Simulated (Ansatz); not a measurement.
```cif
data_structure
_symmetry_space_group_name_H-M 'P 1'
_symmetry_Int_Tables_number 1
_cell_length_a 6.1406
_cell_length_b 8.8145
_cell_length_c 6.2381
_cell_angle_alpha 90.000
_cell_angle_beta 90.000
_cell_angle_gamma 90.000
_cell_volume 337.64
loop_
_atom_site_label
_atom_site_type_symbol
_atom_site_fract_x
_atom_site_fract_y
_atom_site_fract_z
_atom_site_occupancy
Nb1 Nb 0.24514 0.00000 0.75073 1
Nb2 Nb 0.74514 0.50000 0.75073 1
Nb3 Nb 0.25486 0.50000 0.24927 1
Nb4 Nb 0.75486 0.00000 0.24927 1
Nb5 Nb 0.25486 0.50000 0.75073 1
Nb6 Nb 0.75486 0.00000 0.75073 1
Nb7 Nb 0.24514 0.00000 0.24927 1
Nb8 Nb 0.74514 0.50000 0.24927 1
Nb9 Nb 0.00000 0.25292 0.50000 1
Nb10 Nb 0.50000 0.75292 0.50000 1
Nb11 Nb 0.00000 0.75166 0.00000 1
Nb12 Nb 0.50000 0.25166 0.00000 1
Nb13 Nb 0.00000 0.24834 0.00000 1
Nb14 Nb 0.50000 0.74834 0.00000 1
Nb15 Nb 0.00000 0.74708 0.50000 1
Nb16 Nb 0.50000 0.24708 0.50000 1
N1 N 0.00000 0.50000 0.00000 1
N2 N 0.50000 0.00000 0.00000 1
N3 N 0.25000 0.75000 0.74843 1
N4 N 0.75000 0.25000 0.74843 1
N5 N 0.25000 0.25000 0.25157 1
N6 N 0.75000 0.75000 0.25157 1
N7 N 0.25000 0.25000 0.74843 1
N8 N 0.75000 0.75000 0.74843 1
N9 N 0.25000 0.75000 0.25157 1
N10 N 0.75000 0.25000 0.25157 1
```

Space group Cmmm; not relaxed (largest force 0.5 eV/Å); the calculation finds a residual pressure of about −16 GPa at this fixed cell. The cell comes from a database of computed structures, not from a measurement.

Theory: Ansatz 0.2.0, DFT LDA, scalar-relativistic, plane waves, PAW.

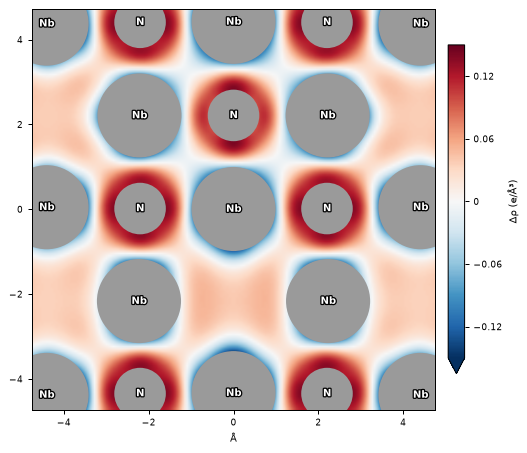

Nb₈N₅. Density of the crystal less the sum of free-atom densities: a map on the (101) plane of the conventional cell, with grey discs over the atomic cores. Cores are masked to 1.0 Å (Nb) and 0.6 Å (N).

In a PAW calculation such maps are meaningful between the atoms, not at the nuclei.

Question: Describe the bonding charge.

Answer: N–Nb (2.18 Å): Δρ is −0.012 e/Å³ at the midpoint (close to a masked core, so read it with care).
Nb–Nb (3.01 Å): Δρ is +0.06 e/Å³ at the midpoint.
Over the whole cell, outside the masked cores, the largest gain lies at the edge of the masked core of N, and the largest loss lies at the edge of the masked core of Nb.
In all about 0.33 e an atom is rearranged against the free atoms.
Bader charges: Nb +0.85 to +1.46 and N −1.73 to −1.61 e.

Question: Metal or insulator at this level?

Answer: It is a metal at this level of theory.
